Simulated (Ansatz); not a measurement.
# Run report: Ge, geometry relaxation (part 2 of 3)

Ge (Fd-3m, 2 atoms in the cell); DFT, PBE, plane waves, PAW, no spin polarisation (Ansatz 0.2.0); cutoff 240 eV, 14×14×14 k-mesh, Fermi–Dirac smearing of 0.15 eV. The structure derives from an entry of the Crystallography Open Database. The run did not end well. The settings are looser than a standard set-up, so the numbers are not reference values.

Geometry of the input (Å; fractional positions):
```
0.0000  2.8973  2.8973
2.8973  0.0000  2.8973
2.8973  2.8973  0.0000
Ge 0.0000  0.0000  0.0000
Ge 0.2500  0.2500  0.2500
```

### Output, continued
```
relax step  29: F+E_penalty+E_count = -8586.23529190 eV  Δ(F+E_penalty+E_count) = +5.838e-4 eV  max|allowed force component| = 6.129e-17 eV/Å  Δτ_max = 0.0000 Å  P = -0.000 GPa  Ω = 48.746 Å³  energy of the carried Pulay correction = -5.353e-3 eV  (3 SCF iters, dr2 threshold 3.25e-10 eV, accepted)
SCF 30 converged in 8 iterations: F = -8586.252048 eV  dr2 = 1.48e-14
relax step  30: F+E_penalty+E_count = -8586.25204820 eV  Δ(F+E_penalty+E_count) = -1.676e-2 eV  max|allowed force component| = 5.551e-17 eV/Å  Δτ_max = 0.0000 Å  P = +0.047 GPa  Ω = 48.746 Å³  stress off target by 4.75e-2 GPa  SCF on the basis re-selected at this cell (its energy is not comparable with the rows above)  (8 SCF iters)
SCF 31 converged in 3 iterations: F = -8586.249640 eV  dr2 = 2.79e-9
relax step  31: F+E_penalty+E_count = -8586.24964048 eV  Δ(F+E_penalty+E_count) = +2.408e-3 eV  max|allowed force component| = 2.168e-18 eV/Å  Δτ_max = 0.0000 Å  P = +0.011 GPa  Ω = 48.751 Å³  energy of the carried Pulay correction = -2.409e-3 eV  (3 SCF iters, dr2 threshold 5.64e-9 eV, accepted)
SCF 32 converged in 4 iterations: F = -8586.248978 eV  dr2 = 1.77e-10
relax step  32: F+E_penalty+E_count = -8586.24897764 eV  Δ(F+E_penalty+E_count) = +6.628e-4 eV  max|allowed force component| = 2.429e-17 eV/Å  Δτ_max = 0.0000 Å  P = +0.001 GPa  Ω = 48.752 Å³  energy of the carried Pulay correction = -3.072e-3 eV  (4 SCF iters, dr2 threshold 3.12e-10 eV, accepted)
SCF 33 converged in 6 iterations: F = -8586.248978 eV  dr2 = 6.77e-14
relax step  33: F+E_penalty+E_count = -8586.24897764 eV  Δ(F+E_penalty+E_count) = -4.002e-11 eV  max|allowed force component| = 1.850e-17 eV/Å  Δτ_max = 0.0000 Å  P = +0.056 GPa  Ω = 48.752 Å³  stress off target by 5.63e-2 GPa  SCF on the basis re-selected at this cell (its energy is not comparable with the rows above)  (6 SCF iters)
SCF 34 converged in 3 iterations: F = -8586.245214 eV  dr2 = 6.76e-9
relax step  34: F+E_penalty+E_count = -8586.24521404 eV  Δ(F+E_penalty+E_count) = +3.764e-3 eV  max|allowed force component| = 1.850e-17 eV/Å  Δτ_max = 0.0000 Å  P = -0.017 GPa  Ω = 48.760 Å³  energy of the carried Pulay correction = -3.765e-3 eV  (3 SCF iters, dr2 threshold 7.91e-9 eV, accepted)
SCF 35 converged in 3 iterations: F = -8586.246176 eV  dr2 = 4.36e-10
relax step  35: F+E_penalty+E_count = -8586.24617641 eV  Δ(F+E_penalty+E_count) = -9.624e-4 eV  max|allowed force component| = 3.701e-17 eV/Å  Δτ_max = 0.0000 Å  P = +0.002 GPa  Ω = 48.758 Å³  energy of the carried Pulay correction = -2.802e-3 eV  (3 SCF iters, dr2 threshold 7.39e-10 eV, accepted)
SCF 36 converged in 5 iterations: F = -8586.246176 eV  dr2 = 7.04e-13
relax step  36: F+E_penalty+E_count = -8586.24617641 eV  Δ(F+E_penalty+E_count) = -7.822e-11 eV  max|allowed force component| = 3.238e-17 eV/Å  Δτ_max = 0.0000 Å  P = +0.064 GPa  Ω = 48.758 Å³  stress off target by 6.43e-2 GPa  SCF on the basis re-selected at this cell (its energy is not comparable with the rows above)  (5 SCF iters)
SCF 37 converged in 3 iterations: F = -8586.242902 eV  dr2 = 5.12e-9
relax step  37: F+E_penalty+E_count = -8586.24290152 eV  Δ(F+E_penalty+E_count) = +3.275e-3 eV  max|allowed force component| = 6.592e-17 eV/Å  Δτ_max = 0.0000 Å  P = +0.000 GPa  Ω = 48.764 Å³  energy of the carried Pulay correction = -3.276e-3 eV  (3 SCF iters, dr2 threshold 1.03e-8 eV, accepted)
SCF 38 converged in 6 iterations: F = -8586.242902 eV  dr2 = 4.44e-13
relax step  38: F+E_penalty+E_count = -8586.24290152 eV  Δ(F+E_penalty+E_count) = -3.383e-10 eV  max|allowed force component| = 3.354e-17 eV/Å  Δτ_max = 0.0000 Å  P = +0.074 GPa  Ω = 48.764 Å³  stress off target by 7.36e-2 GPa  SCF on the basis re-selected at this cell (its energy is not comparable with the rows above)  (6 SCF iters)
SCF 39 converged in 3 iterations: F = -8586.239124 eV  dr2 = 6.81e-9
relax step  39: F+E_penalty+E_count = -8586.23912436 eV  Δ(F+E_penalty+E_count) = +3.777e-3 eV  max|allowed force component| = 5.089e-17 eV/Å  Δτ_max = 0.0000 Å  P = -0.000 GPa  Ω = 48.772 Å³  energy of the carried Pulay correction = -3.779e-3 eV  (3 SCF iters, dr2 threshold 1.36e-8 eV, accepted)
SCF 40 converged in 6 iterations: F = -8586.239124 eV  dr2 = 3.57e-13
relax step  40: F+E_penalty+E_count = -8586.23912437 eV  Δ(F+E_penalty+E_count) = -4.511e-10 eV  max|allowed force component| = 2.776e-17 eV/Å  Δτ_max = 0.0000 Å  P = +0.084 GPa  Ω = 48.772 Å³  stress off target by 8.44e-2 GPa  SCF on the basis re-selected at this cell (its energy is not comparable with the rows above)  (6 SCF iters)
SCF 41 converged in 3 iterations: F = -8586.234788 eV  dr2 = 8.92e-9
relax step  41: F+E_penalty+E_count = -8586.23478833 eV  Δ(F+E_penalty+E_count) = +4.336e-3 eV  max|allowed force component| = 1.503e-17 eV/Å  Δτ_max = 0.0000 Å  P = -0.000 GPa  Ω = 48.781 Å³  energy of the carried Pulay correction = -4.338e-3 eV  (3 SCF iters, dr2 threshold 1.78e-8 eV, accepted)
SCF 42 converged in 7 iterations: F = -8586.250209 eV  dr2 = 6.86e-13
relax step  42: F+E_penalty+E_count = -8586.25020893 eV  Δ(F+E_penalty+E_count) = -1.542e-2 eV  max|allowed force component| = 3.354e-17 eV/Å  Δτ_max = 0.0000 Å  P = +0.032 GPa  Ω = 48.781 Å³  stress off target by 3.16e-2 GPa  SCF on the basis re-selected at this cell (its energy is not comparable with the rows above)  (7 SCF iters)
SCF 43 converged in 3 iterations: F = -8586.248594 eV  dr2 = 1.28e-9
relax step  43: F+E_penalty+E_count = -8586.24859394 eV  Δ(F+E_penalty+E_count) = +1.615e-3 eV  max|allowed force component| = 9.252e-17 eV/Å  Δτ_max = 0.0000 Å  P = +0.006 GPa  Ω = 48.784 Å³  energy of the carried Pulay correction = -1.615e-3 eV  (3 SCF iters, dr2 threshold 2.49e-9 eV, accepted)
SCF 44 converged in 6 iterations: F = -8586.248594 eV  dr2 = 2.67e-13
relax step  44: F+E_penalty+E_count = -8586.24859394 eV  Δ(F+E_penalty+E_count) = -8.913e-11 eV  max|allowed force component| = 5.089e-17 eV/Å  Δτ_max = 0.0000 Å  P = +0.036 GPa  Ω = 48.784 Å³  stress off target by 3.62e-2 GPa  SCF on the basis re-selected at this cell (its energy is not comparable with the rows above)  (6 SCF iters)
SCF 45 converged in 3 iterations: F = -8586.246643 eV  dr2 = 1.84e-9
relax step  45: F+E_penalty+E_count = -8586.24664340 eV  Δ(F+E_penalty+E_count) = +1.951e-3 eV  max|allowed force component| = 1.041e-17 eV/Å  Δτ_max = 0.0000 Å  P = -0.002 GPa  Ω = 48.788 Å³  energy of the carried Pulay correction = -1.951e-3 eV  (3 SCF iters, dr2 threshold 3.28e-9 eV, accepted)
SCF 46 converged in 6 iterations: F = -8586.246643 eV  dr2 = 2.80e-13
relax step  46: F+E_penalty+E_count = -8586.24664340 eV  Δ(F+E_penalty+E_count) = -1.273e-10 eV  max|allowed force component| = 1.966e-17 eV/Å  Δτ_max = 0.0000 Å  P = +0.042 GPa  Ω = 48.788 Å³  stress off target by 4.19e-2 GPa  SCF on the basis re-selected at this cell (its energy is not comparable with the rows above)  (6 SCF iters)
SCF 47 converged in 3 iterations: F = -8586.244421 eV  dr2 = 2.38e-9
relax step  47: F+E_penalty+E_count = -8586.24442100 eV  Δ(F+E_penalty+E_count) = +2.222e-3 eV  max|allowed force component| = 3.368e-17 eV/Å  Δτ_max = 0.0000 Å  P = -0.001 GPa  Ω = 48.792 Å³  energy of the carried Pulay correction = -2.223e-3 eV  (3 SCF iters, dr2 threshold 4.38e-9 eV, accepted)
SCF 48 converged in 6 iterations: F = -8586.244421 eV  dr2 = 2.87e-13
relax step  48: F+E_penalty+E_count = -8586.24442100 eV  Δ(F+E_penalty+E_count) = -1.492e-10 eV  max|allowed force component| = 4.163e-17 eV/Å  Δτ_max = 0.0000 Å  P = +0.048 GPa  Ω = 48.792 Å³  stress off target by 4.83e-2 GPa  SCF on the basis re-selected at this cell (its energy is not comparable with the rows above)  (6 SCF iters)
SCF 49 converged in 3 iterations: F = -8586.241941 eV  dr2 = 2.95e-9
relax step  49: F+E_penalty+E_count = -8586.24194126 eV  Δ(F+E_penalty+E_count) = +2.480e-3 eV  max|allowed force component| = 2.906e-17 eV/Å  Δτ_max = 0.0000 Å  P = -0.000 GPa  Ω = 48.797 Å³  energy of the carried Pulay correction = -2.480e-3 eV  (3 SCF iters, dr2 threshold 5.83e-9 eV, accepted)
SCF 50 converged in 7 iterations: F = -8586.251307 eV  dr2 = 2.31e-13
relax step  50: F+E_penalty+E_count = -8586.25130672 eV  Δ(F+E_penalty+E_count) = -9.365e-3 eV  max|allowed force component| = 1.041e-17 eV/Å  Δτ_max = 0.0000 Å  P = +0.028 GPa  Ω = 48.797 Å³  stress off target by 2.77e-2 GPa  SCF on the basis re-selected at this cell (its energy is not comparable with the rows above)  (7 SCF iters)
SCF 51 converged in 3 iterations: F = -8586.249885 eV  dr2 = 9.92e-10
relax step  51: F+E_penalty+E_count = -8586.24988514 eV  Δ(F+E_penalty+E_count) = +1.422e-3 eV  max|allowed force component| = 1.966e-17 eV/Å  Δτ_max = 0.0000 Å  P = +0.008 GPa  Ω = 48.800 Å³  energy of the carried Pulay correction = -1.422e-3 eV  (3 SCF iters, dr2 threshold 1.92e-9 eV, accepted)
SCF 52 converged in 6 iterations: F = -8586.249885 eV  dr2 = 2.42e-13
relax step  52: F+E_penalty+E_count = -8586.24988514 eV  Δ(F+E_penalty+E_count) = -6.003e-11 eV  max|allowed force component| = 5.667e-17 eV/Å  Δτ_max = 0.0000 Å  P = +0.032 GPa  Ω = 48.800 Å³  stress off target by 3.18e-2 GPa  SCF on the basis re-selected at this cell (its energy is not comparable with the rows above)  (6 SCF iters)
SCF 53 converged in 3 iterations: F = -8586.248058 eV  dr2 = 1.61e-9
relax step  53: F+E_penalty+E_count = -8586.24805837 eV  Δ(F+E_penalty+E_count) = +1.827e-3 eV  max|allowed force component| = 2.414e-17 eV/Å  Δτ_max = 0.0000 Å  P = -0.004 GPa  Ω = 48.804 Å³  energy of the carried Pulay correction = -1.827e-3 eV  (3 SCF iters, dr2 threshold 2.53e-9 eV, accepted)
SCF 54 converged in 6 iterations: F = -8586.248058 eV  dr2 = 2.74e-13
relax step  54: F+E_penalty+E_count = -8586.24805837 eV  Δ(F+E_penalty+E_count) = -1.019e-10 eV  max|allowed force component| = 4.265e-17 eV/Å  Δτ_max = 0.0000 Å  P = +0.037 GPa  Ω = 48.804 Å³  stress off target by 3.71e-2 GPa  SCF on the basis re-selected at this cell (its energy is not comparable with the rows above)  (6 SCF iters)
SCF 55 converged in 3 iterations: F = -8586.246036 eV  dr2 = 1.97e-9
relax step  55: F+E_penalty+E_count = -8586.24603580 eV  Δ(F+E_penalty+E_count) = +2.023e-3 eV  max|allowed force component| = 3.802e-17 eV/Å  Δτ_max = 0.0000 Å  P = -0.002 GPa  Ω = 48.808 Å³  energy of the carried Pulay correction = -2.023e-3 eV  (3 SCF iters, dr2 threshold 3.43e-9 eV, accepted)
SCF 56 converged in 6 iterations: F = -8586.246036 eV  dr2 = 2.82e-13
relax step  56: F+E_penalty+E_count = -8586.24603580 eV  Δ(F+E_penalty+E_count) = -1.273e-10 eV  max|allowed force component| = 3.701e-17 eV/Å  Δτ_max = 0.0000 Å  P = +0.043 GPa  Ω = 48.808 Å³  stress off target by 4.29e-2 GPa  SCF on the basis re-selected at this cell (its energy is not comparable with the rows above)  (6 SCF iters)
SCF 57 converged in 3 iterations: F = -8586.243832 eV  dr2 = 2.33e-9
relax step  57: F+E_penalty+E_count = -8586.24383230 eV  Δ(F+E_penalty+E_count) = +2.203e-3 eV  max|allowed force component| = 6.939e-17 eV/Å  Δτ_max = 0.0000 Å  P = -0.000 GPa  Ω = 48.812 Å³  energy of the carried Pulay correction = -2.204e-3 eV  (3 SCF iters, dr2 threshold 4.60e-9 eV, accepted)
SCF 58 converged in 6 iterations: F = -8586.243832 eV  dr2 = 2.91e-13
relax step  58: F+E_penalty+E_count = -8586.24383230 eV  Δ(F+E_penalty+E_count) = -1.564e-10 eV  max|allowed force component| = 5.190e-17 eV/Å  Δτ_max = 0.0000 Å  P = +0.049 GPa  Ω = 48.812 Å³  stress off target by 4.92e-2 GPa  SCF on the basis re-selected at this cell (its energy is not comparable with the rows above)  (6 SCF iters)
SCF 59 converged in 3 iterations: F = -8586.241302 eV  dr2 = 3.07e-9
relax step  59: F+E_penalty+E_count = -8586.24130208 eV  Δ(F+E_penalty+E_count) = +2.530e-3 eV  max|allowed force component| = 2.877e-17 eV/Å  Δτ_max = 0.0000 Å  P = -0.000 GPa  Ω = 48.817 Å³  energy of the carried Pulay correction = -2.531e-3 eV  (3 SCF iters, dr2 threshold 6.06e-9 eV, accepted)
iter 1 solved again at ethr=2.50e-8 eV; its pass at ethr=3.10e-3 eV (dr2=7.00e-6 eV) is discarded
SCF iter   1: F=—  HF=-8586.241324 eV  |F-HF|=—  |Δ(HF+E_count)|=         —  Δρ=2.46e-6  dr2=2.86e-9  ethr=2.50e-8  ⟨swp⟩=3.0  Hψ=12395  notcnv=0
SCF iter   2: F=—  HF=-8586.241302 eV  |F-HF|=—  |Δ(HF+E_count)|=   2.20e-5  Δρ=1.82e-6  dr2=1.68e-9  ethr=1.02e-11  ⟨swp⟩=2.0  Hψ=3337  notcnv=0
SCF iter   3: F=—  HF=-8586.241302 eV  |F-HF|=—  |Δ(HF+E_count)|=  4.22e-10  Δρ=6.36e-7  dr2=2.54e-10  ethr=6.01e-12  ⟨swp⟩=2.7  Hψ=3427  notcnv=0
SCF iter   4: F=—  HF=-8586.241302 eV  |F-HF|=—  |Δ(HF+E_count)|=  4.00e-11  Δρ=3.20e-7  dr2=8.68e-11  ethr=9.06e-13 (applied; sched 1.00e-12)  ⟨swp⟩=2.0  Hψ=3247  notcnv=0
SCF iter   5: F=—  HF=-8586.241302 eV  |F-HF|=—  |Δ(HF+E_count)|=  9.46e-11  Δρ=1.25e-7  dr2=6.96e-12  ethr=3.10e-13 (applied; sched 1.00e-12)  ⟨swp⟩=2.0  Hψ=2337  notcnv=0
SCF iter   6: F=-8586.241302 eV  HF=-8586.241302 eV  |F-HF|=0.00e0  |Δ(HF+E_count)|=  1.82e-12  Δρ=3.62e-8  dr2=3.38e-13  ethr=1.00e-12  ⟨swp⟩=3.0  Hψ=7198  notcnv=0
SCF 60 converged in 6 iterations: F = -8586.241302 eV  dr2 = 3.38e-13
relax step  60: F+E_penalty+E_count = -8586.24130208 eV  Δ(F+E_penalty+E_count) = -2.001e-10 eV  max|allowed force component| = 1.388e-17 eV/Å  Δτ_max = 0.0000 Å  P = +0.057 GPa  Ω = 48.817 Å³  stress off target by 5.65e-2 GPa  SCF on the basis re-selected at this cell (its energy is not comparable with the rows above)  (6 SCF iters)
```

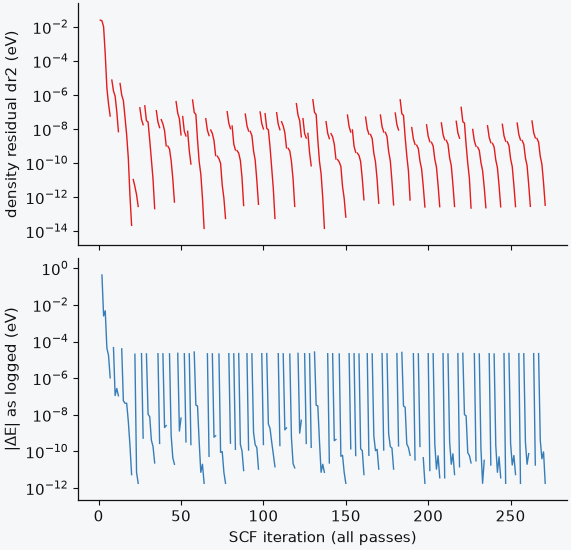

*Convergence of the self-consistent field: density residual dr2 and size of the energy change against the SCF iteration. The dotted lines part the SCF passes of the relaxation: geometry steps, rejected trials and re-solves on a re-selected basis.*

The 60 passes take 3 to 8 iterations each, 271 in all.

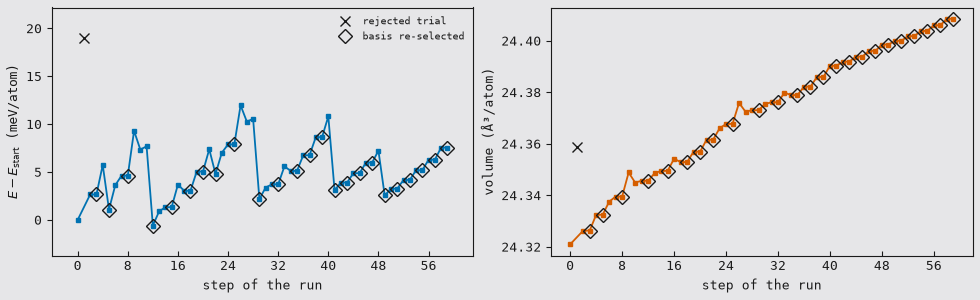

*Progress of the relaxation, step by step (the first geometry is step 0 here and step 1 in the log).*

The relaxation stopped without meeting its thresholds, so the last structure isn't shown to be converged. The energy rises by 7.6 meV per atom in 35 geometry steps. All forces vanish by symmetry, so only the cell relaxes. Pressure: 0.10 GPa at the start and 0.06 GPa at the end. The line search rejected the trial step at point 1 (counted from 0) and went back. The basis was re-selected 23 times at an unchanged geometry, which shifts the energy a little without any move. No atom moves by more than 0.005 Å relative to the cell. The volume changes by +0.4 %, with a = b = c 5.795 → 5.802 Å (+0.1 %). The space group stays Fd-3m (No. 227). The energy change given includes the shifts at the re-selections in mid-walk, which come without any move. A last SCF at the same geometry on a re-selected plane-wave basis shifts the energy by next to nothing (0.0 meV per atom).

```
basis re-selected at this cell: Δ(F+E_penalty+E_count) = -2.001e-10 eV, ΔP = +0.057 GPa vs the last step (what re-selecting the basis moved, of the pressure what is left beyond the Pulay correction that the steps carried, after the strain that the cell walked since its last selection, with what the two solves' SCF thresholds leave and, on support functions, any second-order correction that the steps lacked; it is no measure of the basis error at this ecutwfc). This SCF's stress stands 5.65e-2 GPa from its target on what of the cell is left free (relax.cell.stress_tol is 1.00e-2 GPa) and its largest allowed force component is 1.39e-17 eV/Å (relax.f_tol is 1.00e-3 eV/Å): not within both, so this SCF does not close the relaxation
Step failed. What follows is not a result of the run: it is the report of the last solve that finished, which converged after 6 SCF iterations.
Free energy (F): -8586.241302 eV
Harris-Foulkes:  -8586.241302 eV  (|F-HF|=0.00e0)
Internal energy: -8586.231634 eV  (E = F + TS)
E sigma→0 (E₀):  -8586.236468 eV
Entropy (-TS):   -0.009668 eV (-4.834 meV/atom)
Fermi energy:    7.586627 eV
--- Per-component energies (eV) ---
  E_band       = -350.782686
  E_kinetic    = 224.749240
  E_local      = -5060.329814  (includes V_loc(G=0)·N_el)
  E_nonlocal   = 873.005837
  E_hartree    = 2221.062024
  E_xc         = -150.128231
  E_vxc        = -127.816882  (∫ρ·V_xc dr)
  E_paw        = -4073.923359  (= ΣΔE_a)
  E_vpaw       = -702.410117  (= ΣTr[D̂ρ^β])
  E_aug_tail   = -0.105017  (compensation charges beyond the density's cutoff)
  E_ewald      = -2620.562315
  E_smearing   = -0.009668  (= −TS)
  E_closure    = 0.000000  (closes the sum)
  Σ components = -8586.241302   (vs F -8586.241302, Δ=0.00e0)
```
